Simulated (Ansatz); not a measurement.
# Single-point calculation of Ta₁₆H₃N₁₇ (part 1 of 2)

- system: Ta₁₆H₃N₁₇ (slab, 36 atoms in the cell)
- method: DFT PBE, scalar-relativistic, plane waves, PAW, no spin polarisation (Ansatz 0.2.0)

The structure derives from an entry of the Crystallography Open Database. It belongs to a series of runs on one base structure; here: the whole at its places in the relaxed adsorbed structure. Figures and captions count atoms from 1; the log counts them from 0 in places.

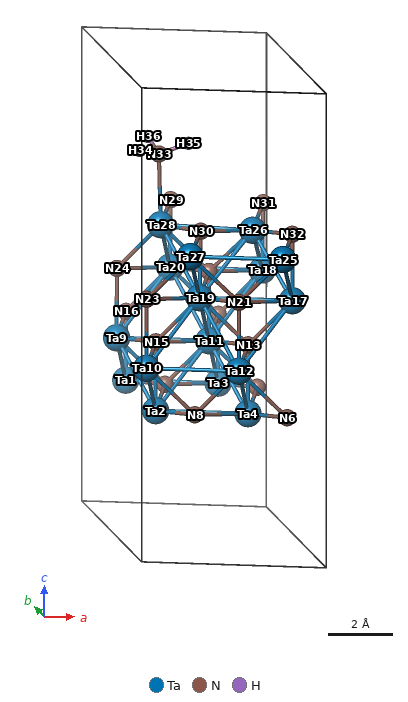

Fig. 1: The structure as given in the input (ball-and-stick view of the cell of the calculation, with the vacuum cut short, seen slightly off an axis; atoms are numbered from 1 in the order of the input). An atom can appear more than once, as a periodic image.

Key numbers:

- outcome: converged
- electrons treated: 296
- free energy: −165512.8833 eV
- work function, top face: 2.08 eV
- work function, bottom face: 4.19 eV
- Fermi energy: 4.094 eV
- gap on the k-point mesh: none (metallic)
- work function (upper face): 2.08 eV
- largest force (length of the vector): 0.715 eV/Å
- hardware: 4 threads of Arm Neoverse V2, 24 GiB of memory available, shared host
- wall time: 56 s (CPU time 3.7 min)
- peak memory: 3.9 GiB

Remarks:

Spin–orbit coupling is left out, which matters for Ta.

Input:
```yaml
crystal:
  lattice:
    - [5.9003693593, 0.0, 0.0]
    - [-2.9501846797, 7.7265186178, 0.0]
    - [0.0, 0.0, 25.1747554068]
  atoms:
    - { symbol: Ta, position: [0.216119371, 0.9322387421, 0.3177786585] }
    - { symbol: Ta, position: [0.216119371, 0.4322387421, 0.3177786585] }
    - { symbol: Ta, position: [0.716119371, 0.9322387421, 0.3177786585] }
    - { symbol: Ta, position: [0.716119371, 0.4322387421, 0.3177786585] }
    - { symbol: "N", position: [0.8593432452, 0.7186864905, 0.3304660872] }
    - { symbol: "N", position: [0.8593432452, 0.2186864905, 0.3304660872] }
    - { symbol: "N", position: [0.3593432452, 0.7186864905, 0.3304660872] }
    - { symbol: "N", position: [0.3593432452, 0.2186864905, 0.3304660872] }
    - { symbol: Ta, position: [0.0754626162, 0.6509252325, 0.3939032311] }
    - { symbol: Ta, position: [0.0754626162, 0.1509252325, 0.3939032311] }
    - { symbol: Ta, position: [0.5754626162, 0.6509252325, 0.3939032311] }
    - { symbol: Ta, position: [0.5754626162, 0.1509252325, 0.3939032311] }
    - { symbol: "N", position: [0.7186864905, 0.437372981, 0.4065906599] }
    - { symbol: "N", position: [0.7186864905, 0.937372981, 0.4065906599] }
    - { symbol: "N", position: [0.2186864905, 0.437372981, 0.4065906599] }
    - { symbol: "N", position: [0.2186864905, 0.937372981, 0.4065906599] }
    - { symbol: Ta, position: [0.9370949209, 0.3716431411, 0.4705913358] }
    - { symbol: Ta, position: [0.9356842524, 0.8712476728, 0.4708012472] }
    - { symbol: Ta, position: [0.4346822705, 0.3716645992, 0.4705912698] }
    - { symbol: Ta, position: [0.4359211168, 0.8715944798, 0.470742623] }
    - { symbol: "N", position: [0.5782268864, 0.1562379289, 0.4826990554] }
    - { symbol: "N", position: [0.57774034, 0.6567461396, 0.483241807] }
    - { symbol: "N", position: [0.0784004894, 0.1565959211, 0.4828554846] }
    - { symbol: "N", position: [0.0794124855, 0.656816962, 0.4832699521] }
    - { symbol: Ta, position: [0.7920923328, 0.0830401367, 0.545632092] }
    - { symbol: Ta, position: [0.7877614421, 0.5756237347, 0.5445492052] }
    - { symbol: Ta, position: [0.2907078621, 0.0829659501, 0.5455938771] }
    - { symbol: Ta, position: [0.2939503151, 0.5878599904, 0.5470718125] }
    - { symbol: "N", position: [0.4473452581, 0.8945604393, 0.5564467265] }
    - { symbol: "N", position: [0.4466255333, 0.389458269, 0.5554596631] }
    - { symbol: "N", position: [0.9477731391, 0.8958429397, 0.5562324922] }
    - { symbol: "N", position: [0.94182254, 0.3889169688, 0.5553460477] }
    - { symbol: "N", position: [1.2846052548, 0.5890624803, 0.6384647991] }
    - { symbol: H, position: [1.1452829201, 0.4804252772, 0.6505367532] }
    - { symbol: H, position: [1.4432822012, 0.585573218, 0.6538517543] }
    - { symbol: H, position: [1.2591964644, 0.6972518398, 0.6525895654] }
basis:
  ecutwfc: 420
kpoints:
  mp_grid: { grid: [4, 3, 1] }
hamiltonian:
  xc: pbe
scf:
  occupations: { method: gaussian, width: 0.1 }
output:
  forces: true
  eigenvalues: true
  write_density: true
  volumetric_format: npy
efield:
  axis: 3
  dipole_correction: true
  ramp_width: 0.04
```

Launch command:
```bash
ansatz run input.yaml --threads 4 --pin off --max-ram 10240MiB --backend cpu --events-out ev --progress --plain --runs-dir out
```

Log:
```
Engine: ansatz 0.2.0, aarch64-unknown-linux-gnu
Pseudopotentials: kind: paw
Pseudopotential: Ta, paw, valence charge 13, recommended cutoff 420 eV (normal), Ta.paw.azcp
Pseudopotential: N, paw, valence charge 5, recommended cutoff 420 eV (normal), N.paw.azcp
Pseudopotential: H, paw, valence charge 1, recommended cutoff 420 eV (normal), H.paw.azcp
Functional definition: PBE
  parameter kappa = 0.804
  parameter beta = 0.06672455060314922
  exchange = pbe_x(kappa = kappa, mu = beta*pi^2/3)
  correlation = pbe_c(beta = beta)
Crystal: 36 atoms, lattice volume = 1147.700 Å³
Basis set: ecut = 420 eV, 22417 PW (Γ), exchange–correlation on 80×120×360 points (8 copies of the dense FFT grid, shifted against one another)
Bands: 184, of which v1, the nominal top of the filled ones, is band 148 counted from 1 (147 counted from 0)
Symmetry: 1 space group operations
Space group: P1 (ITA 1), of the structure as read, at distance tolerance 1.0e-4 Å
k-points: 7 of 12 (time reversal used)
Non-local potential: Ta, projectors of the file, l = 0: 3, l = 1: 2, l = 2: 2, l = 3: 1
Non-local potential: N, projectors of the file, l = 0: 2, l = 1: 2, l = 2: 1
Non-local potential: H, projectors of the file, l = 0: 2, l = 1: 1
PAW form: soft (Blöchl's): semilocal exchange-correlation on the pseudo side does not see the compensation charge
PAW one-centre angular grid: Ta, 590 points (default); XC on 64 Gauss nodes
PAW one-centre angular grid: N, 110 points (default); XC on 64 Gauss nodes
PAW one-centre angular grid: H, 110 points (default); XC on 64 Gauss nodes
Initial density: superposition of atomic densities (neutral atoms: chi_scale 0, normalization atom), corrected by the library's trained network
Initial wavefunctions: pseudopotential atomic-orbital guess
Functional: x = pbe(κ = 0.804, μ = 0.2195149727645171), c = pbe(β = 0.06672455060314922)
SCF iter   1: F=—  HF=-165512.982064 eV  |F-HF|=—  |Δ(HF+E_count)|=         —  Δρ=6.55e-3  dr2=1.06e0  ethr=1.77e-3  p=0.218 e·Å  D=3.44e-2 V/Å  ΔV_dip=-0.87 eV  dr2_dipole=5.29e-5  V_vac-E_F(+/−)=3.00/3.86 eV  ⟨swp⟩=7.9  Hψ=6153  notcnv=0  defer=12
efield: sawtooth ramp at fractional position 0.9658 (placed from the atoms, in the widest stretch of the axis that holds none; the zero of the levels goes with the place), width 0.0400; the density the first Hamiltonian is built on has a dipole p = 0.218 e·Å; the dipole correction subtracts the counter field D = 3.44e-2 V/Å, which shifts the + side's vacuum level by -0.87 eV against the − side's; the planar-averaged density in the ramp window peaks in size at 2.5e-5 e/Å³
preconditioner: auto → LDOS  [metal: Δε(μ)=0.042 eV  Ē_g=8.784 eV  σ=0.100 eV  W_gap=0.23  n_scr=182 (ndim 8)  ℏωp=14.2 eV  f_vac=0.597  D(μ)=19.26/eV (n_scr^D=112)  β→1.0]
SCF iter   2: F=—  HF=-165512.910917 eV  |F-HF|=—  |Δ(HF+E_count)|=   7.11e-2  Δρ=3.88e-3  dr2=6.89e-1  ethr=3.59e-4  p=0.499 e·Å  D=7.87e-2 V/Å  ΔV_dip=-1.98 eV  dr2_dipole=1.55e-1  V_vac-E_F(+/−)=2.11/4.09 eV  ⟨swp⟩=3.0  Hψ=2147  notcnv=0  defer=182
SCF iter   3: F=—  HF=-165512.884128 eV  |F-HF|=—  |Δ(HF+E_count)|=   2.68e-2  Δρ=1.11e-3  dr2=6.60e-2  ethr=2.33e-4  p=0.467 e·Å  D=7.36e-2 V/Å  ΔV_dip=-1.85 eV  dr2_dipole=2.72e-2  V_vac-E_F(+/−)=2.22/4.07 eV  ⟨swp⟩=2.0  Hψ=1763  notcnv=0  defer=182
SCF iter   4: F=—  HF=-165512.884704 eV  |F-HF|=—  |Δ(HF+E_count)|=   5.76e-4  Δρ=1.30e-3  dr2=3.96e-2  ethr=2.23e-5  p=0.513 e·Å  D=8.08e-2 V/Å  ΔV_dip=-2.03 eV  dr2_dipole=6.85e-3  V_vac-E_F(+/−)=2.11/4.14 eV  ⟨swp⟩=3.0  Hψ=1738  notcnv=0  defer=182
SCF iter   5: F=—  HF=-165512.883350 eV  |F-HF|=—  |Δ(HF+E_count)|=   1.35e-3  Δρ=4.00e-4  dr2=3.78e-3  ethr=1.34e-5  p=0.529 e·Å  D=8.35e-2 V/Å  ΔV_dip=-2.10 eV  dr2_dipole=6.54e-4  V_vac-E_F(+/−)=2.07/4.17 eV  ⟨swp⟩=2.0  Hψ=1757  notcnv=0  defer=176
SCF iter   6: F=—  HF=-165512.883544 eV  |F-HF|=—  |Δ(HF+E_count)|=   1.95e-4  Δρ=1.40e-4  dr2=4.73e-4  ethr=1.28e-6  p=0.532 e·Å  D=8.38e-2 V/Å  ΔV_dip=-2.11 eV  dr2_dipole=5.13e-5  V_vac-E_F(+/−)=2.07/4.18 eV  ⟨swp⟩=3.0  Hψ=2005  notcnv=0  defer=176
SCF iter   7: F=—  HF=-165512.883661 eV  |F-HF|=—  |Δ(HF+E_count)|=   1.16e-4  Δρ=5.37e-5  dr2=4.73e-5  ethr=1.60e-7  p=0.533 e·Å  D=8.41e-2 V/Å  ΔV_dip=-2.12 eV  dr2_dipole=4.55e-7  V_vac-E_F(+/−)=2.07/4.19 eV  ⟨swp⟩=2.7  Hψ=1697  notcnv=0  defer=176
SCF iter   8: F=—  HF=-165512.883248 eV  |F-HF|=—  |Δ(HF+E_count)|=   4.13e-4  Δρ=2.54e-5  dr2=6.59e-6  ethr=1.60e-8  p=0.533 e·Å  D=8.41e-2 V/Å  ΔV_dip=-2.12 eV  dr2_dipole=4.74e-7  V_vac-E_F(+/−)=2.08/4.19 eV  ⟨swp⟩=3.0  Hψ=1898  notcnv=0  defer=173
SCF iter   9: F=—  HF=-165512.883257 eV  |F-HF|=—  |Δ(HF+E_count)|=   9.50e-6  Δρ=1.34e-5  dr2=1.61e-6  ethr=2.23e-9  p=0.533 e·Å  D=8.41e-2 V/Å  ΔV_dip=-2.12 eV  dr2_dipole=9.29e-9  V_vac-E_F(+/−)=2.08/4.19 eV  ⟨swp⟩=3.0  Hψ=1730  notcnv=0  defer=173
SCF iter  10: F=—  HF=-165512.883260 eV  |F-HF|=—  |Δ(HF+E_count)|=   2.55e-6  Δρ=6.48e-6  dr2=5.41e-7  ethr=5.45e-10  p=0.533 e·Å  D=8.41e-2 V/Å  ΔV_dip=-2.12 eV  dr2_dipole=4.43e-8  V_vac-E_F(+/−)=2.08/4.20 eV  ⟨swp⟩=3.0  Hψ=2002  notcnv=0  defer=173
SCF iter  11: F=—  HF=-165512.883261 eV  |F-HF|=—  |Δ(HF+E_count)|=   9.91e-7  Δρ=3.02e-6  dr2=1.35e-7  ethr=1.83e-10  p=0.533 e·Å  D=8.41e-2 V/Å  ΔV_dip=-2.12 eV  dr2_dipole=4.97e-10  V_vac-E_F(+/−)=2.08/4.20 eV  ⟨swp⟩=2.0  Hψ=1705  notcnv=0  defer=173
SCF iter  12: F=-165512.883261 eV  HF=-165512.883261 eV  |F-HF|=4.09e-8  |Δ(HF+E_count)|=   4.47e-7  Δρ=1.38e-6  dr2=3.59e-8  ethr=3.38e-11  p=0.533 e·Å  D=8.41e-2 V/Å  ΔV_dip=-2.12 eV  dr2_dipole=1.90e-9  V_vac-E_F(+/−)=2.08/4.19 eV  ⟨swp⟩=26.6  Hψ=7314  notcnv=0
SCF 1 converged in 12 iterations: F = -165512.883261 eV  dr2 = 3.59e-8
  greatest PAW one-centre occupation: 0.999 electrons in one spin orbital (limit 2), on the Ta atom at site 25 (counted from 0), in its partial waves of l = 0
```

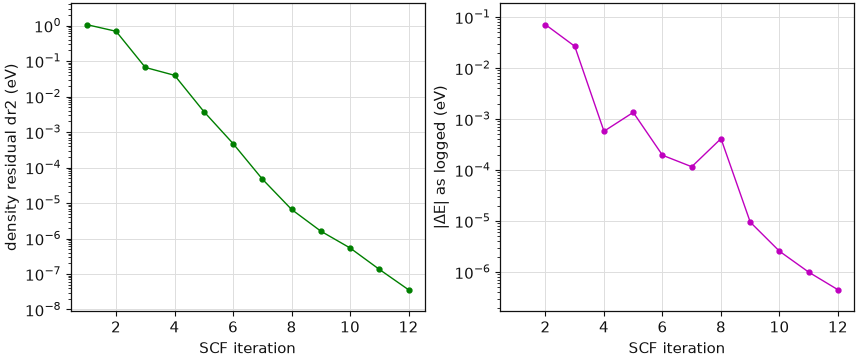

Fig. 2: Convergence of the self-consistent field: density residual dr2 and size of the energy change against the SCF iteration. The residual falls at every step.

```
SCF converged after 12 iterations
Free energy (F): -165512.883261 eV
Harris-Foulkes:  -165512.883261 eV  (|F-HF|=4.09e-8)
Internal energy: -165512.766906 eV  (E = F + TS)
E sigma→0 (E₀):  -165512.825083 eV
Entropy (-TS):   -0.116356 eV (-3.232 meV/atom)
Fermi energy:    4.093693 eV
Dipole field:    D = 0.084034 V/Å  (p = 0.532991 e·Å, saw-weighted, corrected)
Work function:   Φ+ = 2.0790 eV   Φ− = 4.1945 eV
Levels:          The Fermi level and band energies are counted from a zero that moves with the ramp; work functions are not
--- Per-component energies (eV) ---
  E_band       = -5447.079084
  E_kinetic    = 8097.701711
  E_local      = -352722.811718  (includes V_loc(G=0)·N_el)
  E_nonlocal   = 1004.917130
  E_hartree    = 172433.851055
  E_xc         = -4537.340022
  E_vxc        = -4589.710383  (∫ρ·V_xc dr)
  E_paw        = -136508.488597  (= ΣΔE_a)
  E_vpaw       = -2132.961996  (= ΣTr[D̂ρ^β])
  E_aug_tail   = -0.000186  (compensation charges beyond the density's cutoff)
  E_efield     = 0.022395  (sawtooth field / dipole correction)
  E_vefield    = 28.124563  (∫n·V_field dr)
  E_ewald      = 146719.381327
  E_smearing   = -0.116356  (= −TS)
  E_closure    = 0.000000  (closes the sum)
  Σ components = -165512.883261   (vs F -165512.883261, Δ=0.00e0)
--- Forces (eV/Å), atoms counted from 1 ---
  atom   1  Ta     0.00710624     0.23895531     0.50431529
  atom   2  Ta     0.00145546     0.23444249     0.47337961
  atom   3  Ta    -0.00167603     0.24126625     0.49566927
  atom   4  Ta     0.00548907     0.25687360     0.52796240
  atom   5  N      0.00038187    -0.50165571     0.48195834
  atom   6  N      0.00917774    -0.48397586     0.49188010
  atom   7  N     -0.00291914    -0.50095062     0.51060393
  atom   8  N     -0.01128357    -0.48223349     0.48760605
  atom   9  Ta     0.05570888     0.20960826    -0.53367350
  atom  10  Ta     0.00065691     0.16525720    -0.52425889
  atom  11  Ta    -0.05513850     0.20843119    -0.53814879
  atom  12  Ta     0.00217860     0.18697397    -0.53780280
  atom  13  N     -0.00368630     0.05831837    -0.50790976
  atom  14  N     -0.00147554     0.03694651    -0.43104958
  atom  15  N     -0.00322219     0.10597500    -0.46549055
  atom  16  N     -0.00201537     0.03299548    -0.43452476
  atom  17  Ta     0.00423710     0.00206177     0.00486811
  atom  18  Ta     0.00003709    -0.00398789    -0.00176250
  atom  19  Ta    -0.00661840     0.00011217    -0.00205378
  atom  20  Ta    -0.00148178    -0.00620797     0.00314392
  atom  21  N      0.00062463    -0.00128952    -0.00092450
  atom  22  N      0.00049889     0.00024456     0.00124616
  atom  23  N      0.00112243    -0.00436491    -0.00040683
  atom  24  N      0.00252692     0.00055594     0.00160865
  atom  25  Ta    -0.00279985     0.00052475     0.00230612
  atom  26  Ta     0.00017772     0.00464439    -0.00634348
  atom  27  Ta     0.00211959    -0.00168655     0.00401565
  atom  28  Ta     0.00179209    -0.00102935    -0.00362244
  atom  29  N     -0.00158290     0.00818648    -0.00239408
  atom  30  N     -0.00035394    -0.00131108     0.00138931
  atom  31  N      0.00208096     0.00345782    -0.00304648
  atom  32  N     -0.00137263    -0.00668194     0.00140162
  atom  33  N     -0.00125126     0.00171961     0.01515242
  atom  34  H     -0.00098821     0.01477867    -0.00291642
  atom  35  H     -0.00165191     0.00099614    -0.00444325
  atom  36  H      0.00214179    -0.01796349    -0.00787214
  max |Σ_I F_I| component: 1.38e-4 eV/Å
--- Band table (eV; the first three rows and the last of 7) ---
```
